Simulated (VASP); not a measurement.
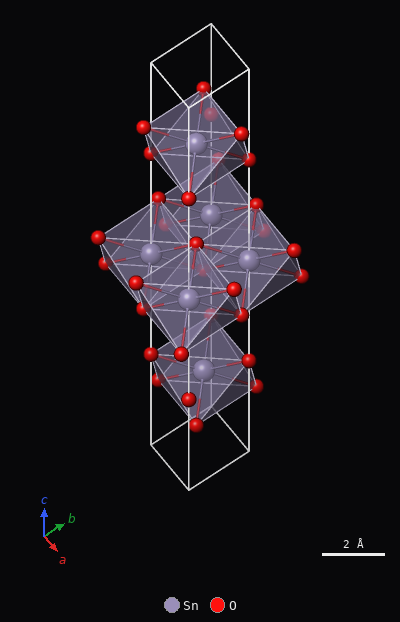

Figure 1. The input geometry (polyhedral view of the cell 3 times as large as that of the calculation, set on its symmetry axes, seen at an oblique angle; polyhedra are completed across the faces of the cell).

# Single-point calculation of SnO₂

The run: single-point calculation of SnO₂ (R-3m, 3 atoms in the cell). Method and program: Kohn-Sham DFT of a periodic cell, PBE, VASP PAW PBE potentials, gw, light, no spin polarisation (VASP 6.6.1).

The structure derives from a Materials Project entry.

**INCAR**
```
PREC = Accurate ; ENCUT = 450
EDIFF = 1E-6 ; ISMEAR = 0
SIGMA = 0.02 ; LREAL = F
LASPH = T ; NELM = 80
ALGO = Normal ; ISIF = 2
LWAVE = F ; LCHARG = F
GGA = PE ; NBANDS = 20
```

**KPOINTS**
```
Automatic mesh
0
Gamma
  5 5 5
```

**POSCAR**
```
SnO2
1.0
    1.6170930752      0.9336291223      4.8005925840
   -1.6170930752      0.9336291223      4.8005925840
    0.0000000000     -1.8672582446      4.8005925840
Sn O
1 2
Direct
    0.5000000000      0.5000000000      0.5000000000
    0.7628300000      0.7628300000      0.7628300000
    0.2371700000      0.2371700000      0.2371700000
```

Launch command:
```bash
cat potpaw_PBE.64/Sn_d_GW/POTCAR potpaw_PBE.64/O_GW/POTCAR > POTCAR
mpirun -np 1 vasp_std > vasp.out
```

**OSZICAR**
```
N       E                     dE             d eps       ncg     rms          rms(c)
DAV:   1     0.206986422182E+03    0.20699E+03   -0.10577E+04  1144   0.770E+03
DAV:   2     0.133884590210E+01   -0.20565E+03   -0.19589E+03  1272   0.117E+03
DAV:   3    -0.205004852800E+02   -0.21839E+02   -0.21697E+02  1232   0.207E+02
DAV:   4    -0.211807388231E+02   -0.68025E+00   -0.67906E+00  1160   0.291E+01
DAV:   5    -0.212071113731E+02   -0.26373E-01   -0.26367E-01  1128   0.504E+00    0.170E+01
DAV:   6    -0.182886402867E+02    0.29185E+01   -0.11521E+01  1424   0.227E+02    0.103E+01
DAV:   7    -0.182665052039E+02    0.22135E-01   -0.68259E-01  1104   0.208E+01    0.749E+00
DAV:   8    -0.182707702035E+02   -0.42650E-02   -0.19964E-01  1060   0.120E+01    0.311E+00
DAV:   9    -0.182554723449E+02    0.15298E-01   -0.51226E-02  1168   0.805E+00    0.361E-01
DAV:  10    -0.182560620913E+02   -0.58975E-03   -0.17002E-03  1036   0.424E-01    0.244E-01
DAV:  11    -0.182561194788E+02   -0.57388E-04   -0.27039E-04  1108   0.621E-01    0.278E-02
DAV:  12    -0.182561261305E+02   -0.66517E-05   -0.24949E-05  1056   0.556E-02    0.116E-02
DAV:  13    -0.182561262511E+02   -0.12059E-06   -0.11775E-06   800   0.253E-02
   1 F= -.18256126E+02 E0= -.18256126E+02  d E =-.302064E-38
```

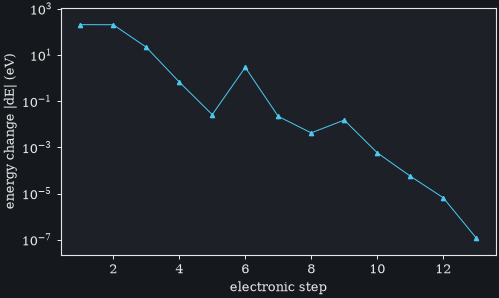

Figure 2. Convergence of the self-consistent field: energy change |dE| against the electronic step. It takes 13 electronic steps. The density is held fixed in the first few steps, and dE rises again when its update begins.

**Parts of OUTCAR**
```
PREC = Accurate
   ENCUT = 450
   EDIFF = 1E-6
   ISMEAR = 0
   LREAL = F
   LASPH = T
   NELM = 80
   ISIF = 2
   GGA = PE

 ion  position               nearest neighbor table
   1  0.500  0.500  0.500-   3 2.13   3 2.13   2 2.13   2 2.13   3 2.13   2 2.13
   2  0.763  0.763  0.763-   1 2.13   1 2.13   1 2.13
   3  0.237  0.237  0.237-   1 2.13   1 2.13   1 2.13

  LATTYP: Found a trigonal (rhomboedric) cell.
 ALAT       =     5.1509554948
 COS(alpha) =     0.8028828391

  Lattice vectors:

 A1 = (   1.6170930752,   0.9336291223,   4.8005925840)
 A2 = (  -1.6170930752,   0.9336291223,   4.8005925840)
 A3 = (   0.0000000000,  -1.8672582446,   4.8005925840)

Analysis of symmetry for initial positions (statically):
=====================================================================
 Subroutine PRICEL returns:
 Original cell was already a primitive cell.

 Routine SETGRP: Setting up the symmetry group for a
 trigonal (rhombohedral) supercell.

 Subroutine GETGRP returns: Found 12 space group operations
 (whereof 12 operations were pure point group operations)
 out of a pool of 12 trial point group operations.

The static configuration has the point symmetry D_3d.

Analysis of symmetry for dynamics (positions and initial velocities):
=====================================================================
 Subroutine PRICEL returns:
 Original cell was already a primitive cell.

 Routine SETGRP: Setting up the symmetry group for a
 trigonal (rhombohedral) supercell.

 Subroutine GETGRP returns: Found 12 space group operations
 (whereof 12 operations were pure point group operations)
 out of a pool of 12 trial point group operations.

The dynamic configuration has the point symmetry D_3d.

 Subroutine INISYM returns: Found 12 space group operations
 (whereof 12 operations are pure point group operations),
 and found     1 'primitive' translations

----------------------------------------------------------------------------------------

                                     Primitive cell

  volume of cell :      43.4866

  direct lattice vectors                    reciprocal lattice vectors
     1.617093075  0.933629122  4.800592584     0.309196797  0.178514854  0.069435872
    -1.617093075  0.933629122  4.800592584    -0.309196797  0.178514854  0.069435872
     0.000000000 -1.867258245  4.800592584     0.000000000 -0.357029708  0.069435872

  length of vectors
     5.150955495  5.150955495  5.150955495     0.363719058  0.363719058  0.363719058

  position of ions in fractional coordinates (direct lattice)
     0.500000000  0.500000000  0.500000000
     0.762830000  0.762830000  0.762830000
     0.237170000  0.237170000  0.237170000

  ion indices of the primitive-cell ions
   primitive index   ion index
                 1           1
                 2           2
                 3           3

----------------------------------------------------------------------------------------

 KPOINTS: Automatic mesh

Automatic generation of k-mesh.
 Grid dimensions read from file:
 generate k-points for:    5    5    5

 Generating k-lattice:

  Cartesian coordinates                     Fractional coordinates (reciprocal lattice)
     0.061839359  0.035702971  0.013887174     0.200000000  0.000000000 -0.000000000
    -0.061839359  0.035702971  0.013887174     0.000000000  0.200000000 -0.000000000
     0.000000000 -0.071405942  0.013887174    -0.000000000 -0.000000000  0.200000000

  Length of vectors
     0.072743812  0.072743812  0.072743812

  Shift w.r.t. Gamma in fractional coordinates (k-lattice)
     0.000000000  0.000000000  0.000000000

 Subroutine IBZKPT returns following result:
 ===========================================

 Found     19 irreducible k-points:

 Following reciprocal coordinates:
            Coordinates               Weight
  0.000000  0.000000  0.000000      1.000000
  0.200000  0.000000  0.000000      6.000000
  0.400000  0.000000 -0.000000      6.000000
  0.200000  0.200000  0.000000      6.000000
  0.400000  0.200000 -0.000000     12.000000
 -0.400000  0.200000  0.000000     12.000000
 -0.200000  0.200000  0.000000      6.000000
  0.400000  0.400000 -0.000000      6.000000
 -0.400000  0.400000  0.000000      6.000000
  0.200000  0.200000  0.200000      2.000000
  0.400000  0.200000  0.200000      6.000000
 -0.400000  0.200000  0.200000      6.000000
 -0.200000  0.200000  0.200000      6.000000
  0.400000  0.400000  0.200000      6.000000
 -0.400000  0.400000  0.200000     12.000000
 -0.200000  0.400000  0.200000     12.000000
 -0.400000 -0.400000  0.200000      6.000000
  0.400000  0.400000  0.400000      2.000000
 -0.400000  0.400000  0.400000      6.000000
   k-points           NKPTS =     19   k-points in BZ     NKDIM =     19   number of bands    NBANDS=     20
   number of dos      NEDOS =    301   number of ions     NIONS =      3
   total plane-waves  NPLWV =  46656
   dimension x,y,z NGX =    36 NGY =   36 NGZ =   36
   dimension x,y,z NGXF=    72 NGYF=   72 NGZF=   72
   ions per type =               1   2
   NGX,Y,Z   is equivalent  to a cutoff of  11.62, 11.62, 11.62 a.u.
   NGXF,Y,Z  is equivalent  to a cutoff of  23.24, 23.24, 23.24 a.u.
 SYSTEM =  unknown system
   PREC   = accura    normal or accurate (medium, high low for compatibility)
   ISTART =      0    job   : 0-new  1-cont  2-samecut
   ICHARG =      2    charge: 1-file 2-atom 10-const
   ISPIN  =      1    spin polarized calculation?
   LNONCOLLINEAR =      F non collinear calculations
   LSORBIT =      F    spin-orbit coupling
   LASPH  =      T    aspherical Exc in radial PAW
   ENCUT  =  450.0 eV  33.07 Ry    5.75 a.u.   8.91  8.91  8.91*2*pi/ulx,y,z
   NELM   =     80;   NELMIN=  2; NELMDL= -5     # of ELM steps
   EDIFF  = 0.1E-05   stopping-criterion for ELM
   LREAL  =      F    real-space projection
   EDIFFG = 0.1E-04   stopping-criterion for IOM
   NSW    =      0    number of steps for IOM
   IBRION =     -1    ionic relax: 0-MD 1-quasi-New 2-CG
   NFREE  =      0    steps in history (QN), initial steepest desc. (CG)
   ISIF   =      2    stress and relaxation
   ISYM   =      2    0-nonsym 1-usesym 2-fastsym
   POTIM  = 0.5000    time-step for ionic-motion
   TEBEG  =    0.0;   TEEND  =   0.0 temperature during run
   PSTRESS=    0.0 pullay stress
   NELECT =      26.0000    total number of electrons
   NUPDOWN=      -1.0000    fix difference up-down
   EMIN   =  10.00;   EMAX   =-10.00  energy-range for DOS
   EFERMI =   0.00;   METHOD = LEGACY
   ISMEAR =     0;   SIGMA  =   0.02  broadening in eV -4-tet -1-fermi 0-gaus
   EFERMI_NEDOS =   21; number of points for ismear=-14 and -15
   IALGO  =     38    algorithm
   IMIX   =      4    mixing-type and parameters
     AMIX     =   0.40;   BMIX     =  1.00
     AMIX_MAG =   1.60;   BMIX_MAG =  1.00
  volume/ion in A,a.u.               =      14.50        97.82
  Fermi-wavevector in a.u.,A,eV,Ry     =   1.379158  2.606231 25.879336  1.902078
  Thomas-Fermi vector in A             =   2.504154
   LORBIT       =      0    0 simple, 1 ext, 2 COOP (PROOUT), +10 PAW based schemes
   GGA     = PE    functional components
   LHFCALC =     F    Hartree Fock is set to
   AEXX    =    0.0000 exact exchange contribution
   IVDW    =     0    specifies the selected vdW correction
   LEPSILON=     F    determine dielectric tensor
   LRPA    =     F    only Hartree local field effects (RPA)
 non-spin polarized calculation
 Gauss-broadening in eV      SIGMA  =   0.02
  energy-cutoff  :      450.00
  volume of cell :       43.49
 maximum number of plane-waves:       961
   NGX = 17   NGY = 17   NGZ = 17

 number of electron      26.0000004 magnetization

 Free energy of the ion-electron system (eV)
  ---------------------------------------------------
  ext. energy  EPLUGINS =         0.00000000
  ---------------------------------------------------
  free energy    TOTEN  =       -18.25612625 eV

  energy without entropy =      -18.25612625  energy(sigma->0) =      -18.25612625

 E-fermi :   2.0044     XC(G=0): -10.0314     alpha+bet :-10.2722

 val. band max:        1.8242413544   @ k =  -0.2000   0.2000   0.0000
 cond. band min:       3.7393086219   @ k =   0.0000   0.0000   0.0000
 fundamental gap:      1.9150672675
 Fermi energy:         2.0044350362

 k-point     1 :       0.0000    0.0000    0.0000
  band No.  band energies     occupation
      1     -18.2112      2.00000
      2     -18.0202      2.00000
      3     -18.0202      2.00000
      4     -17.8375      2.00000
      5     -17.8375      2.00000
      6     -16.1114      2.00000
      7     -14.3228      2.00000
      8      -2.0739      2.00000
      9       0.5612      2.00000
     10       0.5612      2.00000
     11       0.9322      2.00000
     12       0.9322      2.00000
     13       1.7133      2.00000
     14       3.7393      0.00000
     15       7.5357      0.00000
     16      12.8267      0.00000
     17      12.8267      0.00000
     18      13.4993      0.00000
     19      18.9094      0.00000
     20      18.9100      0.00000

 k-point     2 :       0.2000    0.0000    0.0000
  band No.  band energies     occupation
      1     -18.3172      2.00000
      2     -18.0578      2.00000
      3     -17.9527      2.00000
      4     -17.8879      2.00000
      5     -17.8324      2.00000
      6     -15.8209      2.00000
      7     -13.8525      2.00000
      8      -2.6820      2.00000
      9      -0.8013      2.00000
     10      -0.1679      2.00000
     11       0.2158      2.00000
     12       1.1596      2.00000
     13       1.7561      2.00000
     14       5.5184      0.00000
     15       8.8022      0.00000
     16      10.9128      0.00000
     17      13.5418      0.00000
     18      14.1445      0.00000
     19      15.6439      0.00000
     20      19.2158      0.00000

 k-point     3 :       0.4000    0.0000   -0.0000
  band No.  band energies     occupation
      1     -18.7130      2.00000
      2     -17.9788      2.00000
      3     -17.9238      2.00000
      4     -17.8284      2.00000
      5     -17.7393      2.00000
      6     -15.1003      2.00000
      7     -13.3094      2.00000
      8      -4.1256      2.00000
      9      -2.0792      2.00000
     10      -0.9792      2.00000
     11       0.2380      2.00000
     12       1.2298      2.00000
     13       1.4015      2.00000
     14       7.0145      0.00000
     15       9.4611      0.00000
     16      11.5385      0.00000
     17      14.1629      0.00000
     18      14.3644      0.00000
     19      14.6247      0.00000
     20      16.2823      0.00000

 k-point     4 :       0.2000    0.2000    0.0000
  band No.  band energies     occupation
      1     -18.3166      2.00000
      2     -18.0576      2.00000
      3     -17.9526      2.00000
      4     -17.8881      2.00000
      5     -17.8323      2.00000
      6     -15.8171      2.00000
      7     -13.8581      2.00000
      8      -2.6824      2.00000
      9      -0.9824      2.00000
     10      -0.2080      2.00000
     11       0.4482      2.00000
     12       1.2064      2.00000
     13       1.7619      2.00000
     14       5.5370      0.00000
     15       8.6044      0.00000
     16      11.0580      0.00000
     17      13.5843      0.00000
     18      14.2358      0.00000
     19      15.3832      0.00000
     20      19.3073      0.00000

 k-point     5 :       0.4000    0.2000   -0.0000
  band No.  band energies     occupation
      1     -18.5210      2.00000
      2     -18.1175      2.00000
      3     -17.9116      2.00000
      4     -17.8983      2.00000
      5     -17.7710      2.00000
      6     -15.1460      2.00000
      7     -13.4520      2.00000
      8      -3.8089      2.00000
      9      -1.8324      2.00000
     10      -1.0380      2.00000
     11       0.2608      2.00000
     12       0.9691      2.00000
     13       1.7346      2.00000
     14       7.0068      0.00000
     15       9.9632      0.00000
     16      10.8497      0.00000
     17      13.3166      0.00000
     18      14.1904      0.00000
     19      15.3205      0.00000
     20      17.1281      0.00000

 [... the levels of 13 k-points are left out ...]

 k-point    19 :      -0.4000    0.4000    0.4000
  band No.  band energies     occupation
      1     -18.3196      2.00000
      2     -18.0595      2.00000
      3     -17.9523      2.00000
      4     -17.8884      2.00000
      5     -17.8323      2.00000
      6     -15.7373      2.00000
      7     -13.9590      2.00000
      8      -2.7461      2.00000
      9      -0.8068      2.00000
     10      -0.2255      2.00000
     11       0.6145      2.00000
     12       1.2214      2.00000
     13       1.2741      2.00000
     14       6.0397      0.00000
     15       8.5495      0.00000
     16      11.6272      0.00000
     17      13.6450      0.00000
     18      14.2212      0.00000
     19      15.5507      0.00000
     20      17.5230      0.00000

------------------------ aborting loop because EDIFF is reached ----------------------------------------

  FORCE on cell =-STRESS in cart. coord.  units (eV):
  Direction    XX          YY          ZZ          XY          YZ          ZX
  --------------------------------------------------------------------------------------
  -------------------------------------------------------------------------------------
  Total       -0.6759983     -0.6759983     -0.8296235      0.0000000      0.0000000      0.0000000
  in kB      -24.9058096    -24.9058096    -30.5658240      0.0000000      0.0000000      0.0000000
  external PRESSURE =     -26.7924811 kB  Pullay stress =       0.0000000 kB

 VOLUME and BASIS-vectors are now :
 -----------------------------------------------------------------------------
  energy-cutoff  :      450.00
  volume of cell :       43.49
      direct lattice vectors                 reciprocal lattice vectors
     1.617093075  0.933629122  4.800592584     0.309196797  0.178514854  0.069435872
    -1.617093075  0.933629122  4.800592584    -0.309196797  0.178514854  0.069435872
     0.000000000 -1.867258245  4.800592584     0.000000000 -0.357029708  0.069435872

 POSITION                                       TOTAL-FORCE (eV/Angst)
 -----------------------------------------------------------------------------------
      0.00000      0.00000      7.20089        -0.000000      0.000000      0.000000
      0.00000      0.00000     10.98611         0.000000     -0.000000      0.146411
      0.00000      0.00000      3.41567         0.000000     -0.000000     -0.146411
 -----------------------------------------------------------------------------------
    total drift:                                0.000000      0.000000      0.000000

  FREE ENERGIE OF THE ION-ELECTRON SYSTEM (eV)
  ---------------------------------------------------
  free  energy   TOTEN  =       -18.2561262511 eV

  energy  without entropy=      -18.2561262511  energy(sigma->0) =      -18.25612625
```

**CONTCAR**
```
SnO2
   1.00000000000000
     1.6170930751999999    0.9336291222999999    4.8005925840000003
    -1.6170930751999999    0.9336291222999999    4.8005925840000003
     0.0000000000000000   -1.8672582445999999    4.8005925840000003
  Sn              O
     1     2
Direct
     0.5000000000000000    0.5000000000000000    0.5000000000000000
     0.7628300000000010    0.7628300000000010    0.7628300000000010
     0.2371699999999990    0.2371699999999990    0.2371699999999990

  0.00000000E+00  0.00000000E+00  0.00000000E+00
  0.00000000E+00  0.00000000E+00  0.00000000E+00
  0.00000000E+00  0.00000000E+00  0.00000000E+00
```

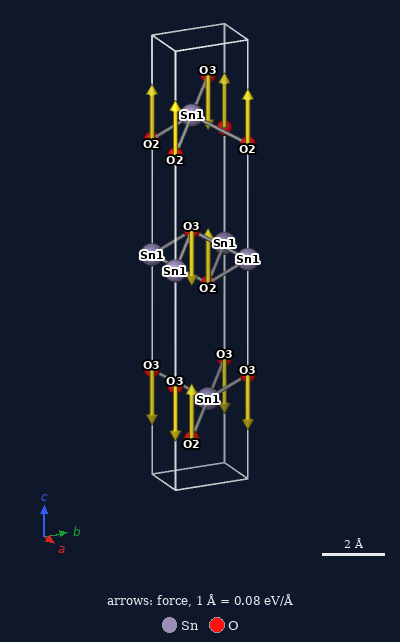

Figure 3. Forces on the atoms as yellow arrows (ball-and-stick view of the cell 3 times as large as that of the calculation, set on its symmetry axes, seen slightly off an axis; atoms are numbered from 1 in the order of the input). The largest act on O2, O3 (0.15 eV/Å). The geometry is not a stationary point of this energy.

**Key numbers**

| quantity | value |
| --- | --- |
| outcome | converged |
| space group (tolerance 0.01 Å) | R-3m (166) |
| electrons treated | 26 |
| free energy | −18.2561 eV |
| Fermi energy | 2.004 eV |
| gap on the k-point mesh | 1.92 eV |
| pressure | −2.68 GPa |
| largest force (length of the vector) | 0.146 eV/Å |
| hardware | 1 thread of AMD EPYC (Zen 5), 450 GiB of memory available, shared host |
| wall time | 23 s |
| peak memory | 0.18 GiB |
